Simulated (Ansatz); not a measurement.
## A series of single points on Nb

System: Nb (Fd-3m, 2 atoms in the cell).
Method: DFT, revPBE, plane waves (420 eV) with PAW, scalar-relativistic, no spin polarisation (Ansatz 0.2.0).

The 5 runs differ only in the geometry, by an even scaling of the cell at fixed fractional positions.

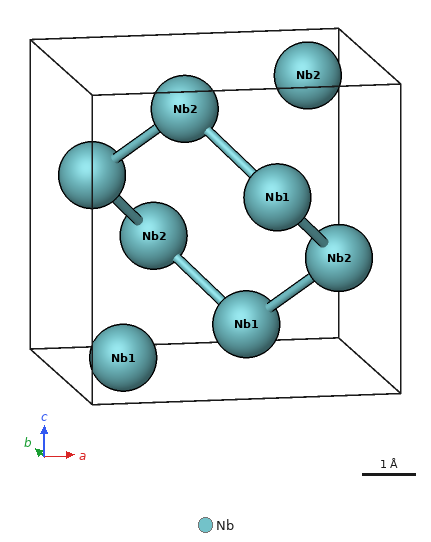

Figure 1. The structure of run 3 (ball-and-stick view of the cell 4 times as large as that of the calculation, set on its symmetry axes, seen slightly off an axis; atoms are numbered from 1 in the order of the input).

### Input of run 3
```yaml
crystal:
  lattice:
    - [0.0, 2.9768944074, 2.9768944074]
    - [2.9768944074, 0.0, 2.9768944074]
    - [2.9768944074, 2.9768944074, 0.0]
  atoms:
    - { symbol: Nb, position: [0.125, 0.125, 0.125] }
    - { symbol: Nb, position: [0.875, 0.875, 0.875] }
hamiltonian:
  xc: revpbe
  pseudopotentials:
    kind: paw
    azcp:
      Nb: "pseudopotentials/Nb.paw.azcp"
basis:
  ecutwfc: 420
  fft_grid_basis: typed
kpoints:
  mp_grid: { grid: [10, 10, 10], shift: [0, 0, 0] }
magnetization:
  spin_polarized: false
scf:
  occupations: { method: fermi_dirac, width: 0.1 }
  lower_state_search: "off"
output:
  stress: true
```

Lattice vectors (Å) and fractional positions of run 3:
```
   0.000000    2.976894    2.976894
   2.976894    0.000000    2.976894
   2.976894    2.976894    0.000000
Nb  0.125000  0.125000  0.125000
Nb  0.875000  0.875000  0.875000
```

Run 2 differs from it as follows:
```diff
-    - [0.0, 2.9768944074, 2.9768944074]
-    - [2.9768944074, 0.0, 2.9768944074]
-    - [2.9768944074, 2.9768944074, 0.0]
+    - [0.0, 2.9366611726, 2.9366611726]
+    - [2.9366611726, 0.0, 2.9366611726]
+    - [2.9366611726, 2.9366611726, 0.0]
```

### Results, with one run withheld

| run | volume per atom (Å³) | free energy per atom, from the lowest run given (meV) | pressure (GPa) |
| --- | --- | --- | --- |
| 1 | 24.270 | 37.32 | 6.08 |
| 2 | 25.326 | ? | ? |
| 3 | 26.381 | 0.00 | −0.02 |
| 4 | 27.436 | 7.75 | −2.26 |
| 5 | 29.547 | 60.75 | −5.56 |

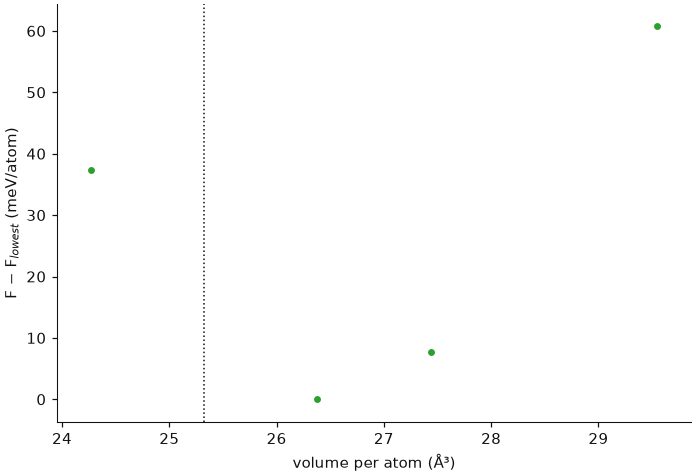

Figure 2. Free energy per atom of the runs given; the dotted line marks run 2.

What should run 2 give?

A quadratic polynomial in V^(−2/3) (the Birch–Murnaghan form), fitted to the 4 runs given, misses them by at most 0.04 meV per atom. With x = V^(−2/3) − 0.11167 Å⁻², it reads F = 1.296 − 2124.2 x + 8.9817e+05 x² (meV per atom). At run 2 it gives 8.68 meV per atom, and the run itself gives 8.65. The slope of the fit gives a pressure −dF/dV of 2.73 GPa there, and the run prints 2.73 GPa. The fit has its minimum at 26.377 Å³ per atom, where V d²F/dV² gives 61.8 GPa: the bulk modulus at this level, since symmetry fixes the shape and the positions.

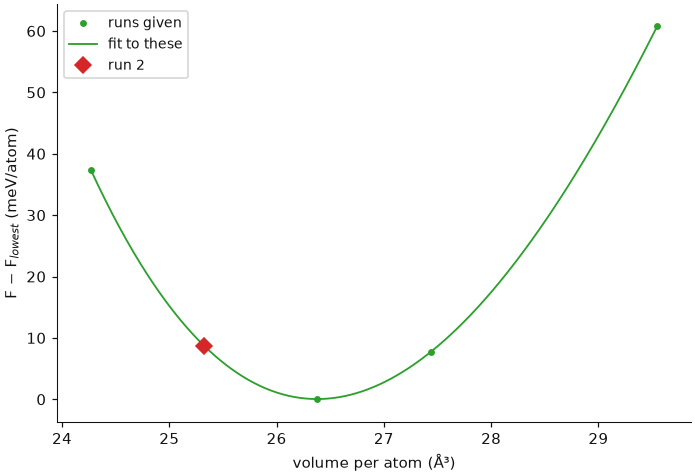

Figure 3. The fit and the withheld run.

### Output, shortened to warnings, some set-up lines, iterations and results (run 2)
```
Basis set: ecut = 420 eV, 965 PW (Γ)
Symmetry: 48 space group operations
k-points: 47 of 1000
Initial density: superposition of atomic densities (neutral atoms: chi_scale 0, normalization atom), corrected by the library's trained network
[...]
SCF iter   1: F=—  HF=-9109.415614 eV  |F-HF|=—  |Δ(HF+E_count)|=         —  Δρ=5.36e-3  dr2=4.48e-3  ethr=1.77e-3  ⟨swp⟩=5.2  Hψ=3978  notcnv=0
SCF iter   2: F=—  HF=-9109.416891 eV  |F-HF|=—  |Δ(HF+E_count)|=   1.28e-3  Δρ=3.07e-3  dr2=1.73e-3  ethr=1.72e-5  ⟨swp⟩=1.0  Hψ=1186  notcnv=0
SCF iter   3: F=—  HF=-9109.417860 eV  |F-HF|=—  |Δ(HF+E_count)|=   9.69e-4  Δρ=3.37e-4  dr2=7.13e-5  ethr=6.67e-6  ⟨swp⟩=2.0  Hψ=1017  notcnv=0
SCF iter   4: F=—  HF=-9109.417885 eV  |F-HF|=—  |Δ(HF+E_count)|=   2.54e-5  Δρ=6.88e-5  dr2=3.18e-6  ethr=2.74e-7  ⟨swp⟩=2.0  Hψ=1038  notcnv=0
SCF iter   5: F=—  HF=-9109.417887 eV  |F-HF|=—  |Δ(HF+E_count)|=   1.65e-6  Δρ=2.33e-5  dr2=2.70e-7  ethr=1.22e-8  ⟨swp⟩=2.0  Hψ=1017  notcnv=0
SCF iter   6: F=-9109.417887 eV  HF=-9109.417887 eV  |F-HF|=5.20e-9  |Δ(HF+E_count)|=   2.06e-7  Δρ=3.29e-6  dr2=3.43e-9  ethr=3.85e-10  ⟨swp⟩=4.0  Hψ=2523  notcnv=0
SCF 1 converged in 6 iterations: F = -9109.417887 eV  dr2 = 3.43e-9
SCF converged after 6 iterations
Free energy (F): -9109.417887 eV
Harris-Foulkes:  -9109.417887 eV  (|F-HF|=5.20e-9)
Internal energy: -9109.303180 eV  (E = F + TS)
E sigma→0 (E₀):  -9109.360534 eV
Entropy (-TS):   -0.114706 eV (-57.353 meV/atom)
Fermi energy:    11.664124 eV
--- Per-component energies (eV) ---
  E_band       = -291.026648
  E_kinetic    = 791.987388
  E_local      = -2127.863290  (includes V_loc(G=0)·N_el)
  E_nonlocal   = 247.542269
  E_hartree    = 718.609946
  E_xc         = -348.623286
  E_vxc        = -422.177925  (∫ρ·V_xc dr)
  E_paw        = -6158.877812  (= ΣΔE_a)
  E_vpaw       = -217.734151  (= ΣTr[D̂ρ^β])
  E_aug_tail   = 0.000015  (compensation charges beyond the density's cutoff)
  E_ewald      = -2231.954625
  E_core_change = -0.123784  (= ΣΔE_core)
  E_smearing   = -0.114706  (= −TS)
  E_closure    = 0.000000  (closes the sum)
  Σ components = -9109.417887   (vs F -9109.417887, Δ=0.00e0)
--- Stress (GPa, compression-positive) ---
        2.732947      -0.000000       0.000000
        0.000000       2.732947       0.000000
        0.000000      -0.000000       2.732947
  P = ⅓ Tr σ = 2.7329 GPa (27.329 kbar)
```
